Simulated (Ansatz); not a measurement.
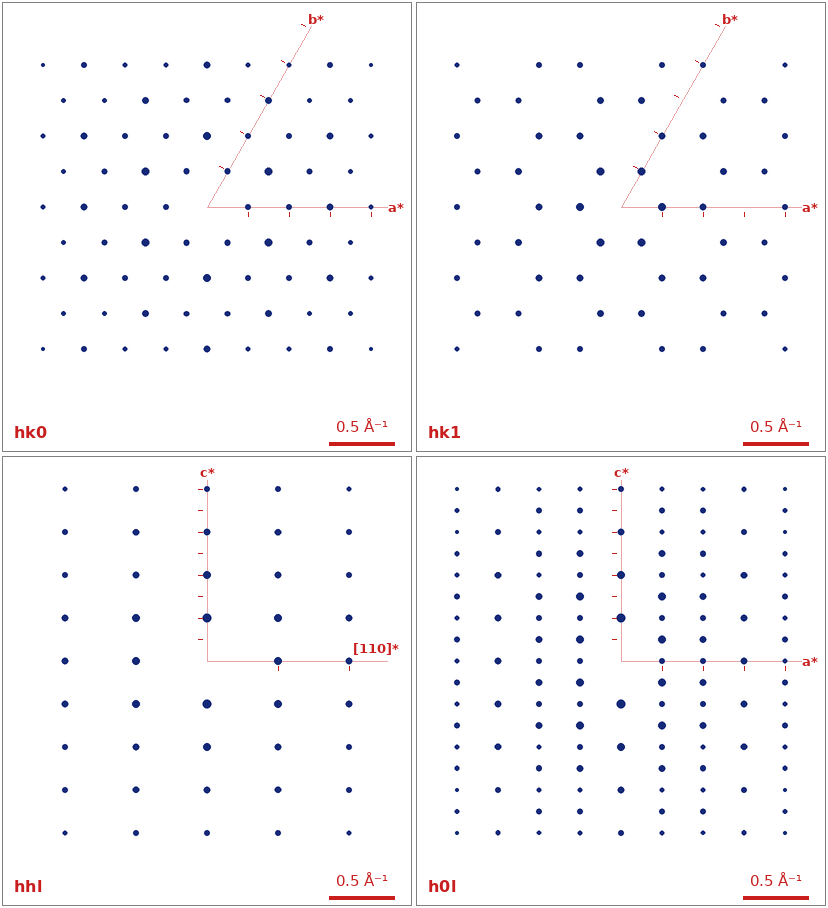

Simulated precession-type sections (X-rays; kinematic intensities, B = 0.5 Å²). The ticks mark integer indices of the conventional cell.

The compound is Yb. Structure: the input geometry of an electronic-structure calculation (not necessarily at equilibrium); the starting structure was generated, so it need not be a known form of this composition.

Read the reciprocal cell and give the direct cell.

a* = 0.316, b* = 0.316, c* = 0.166 Å⁻¹, γ* = 60°; the cell is hexagonal with a = 3.65 Å, c = 6.04 Å (hexagonal axes).

Which reflection conditions do the layers show?

Reflections are present only under these conditions. hkl: no condition; hk0: no condition; h0l: no condition; hhl: l = 2n; 00l: l = 2n. The lattice is primitive (P). Further gaps, such as 0 3 1, 3 0 1, 3 0 3, come from atoms on special positions, not from the group's general conditions.

Which space groups fit?

The intensities have Laue symmetry 6/mmm (the hk0 layer shows 6mm, hk1 shows 6mm). With these conditions the candidates are P6_3mc (No. 186), P-62c (No. 190), P6_3/mmc (No. 194). Diffraction geometry alone does not choose among them; the structure has P6_3/mmc.
